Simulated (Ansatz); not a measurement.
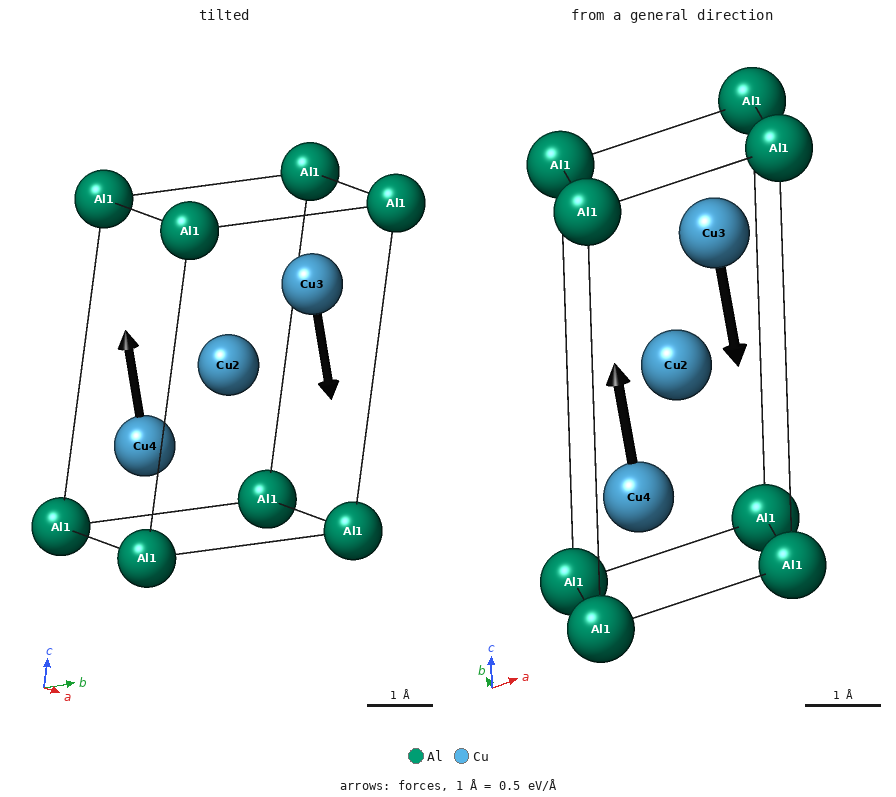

Crystal structure, spheres-only style, seen slightly off an axis and from a general direction. The parallelepiped is the cell (the run's own, in a reduced setting). The arrows are the computed forces on the atoms.

System: AlCu3. Electronic-structure method: DFT r2SCAN, scalar-relativistic, plane waves, PAW (Ansatz). Parameters: a 500 eV plane-wave basis, k-points about 0.14 Å⁻¹ apart, Gaussian smearing of 0.15 eV, no spin polarisation.

### Could this be the end point of a relaxation?

No. The atoms still feel forces of up to about 0.71 eV/Å, far above a usual threshold of 0.01 to 0.03 eV/Å.

### Which atom carries the strongest force?

Cu3 and Cu4, about 0.71 eV/Å.

Its origin is a structure listed in the Materials Project. The cell was then strained or its atoms displaced on purpose. A calculation with Ansatz used it as input.
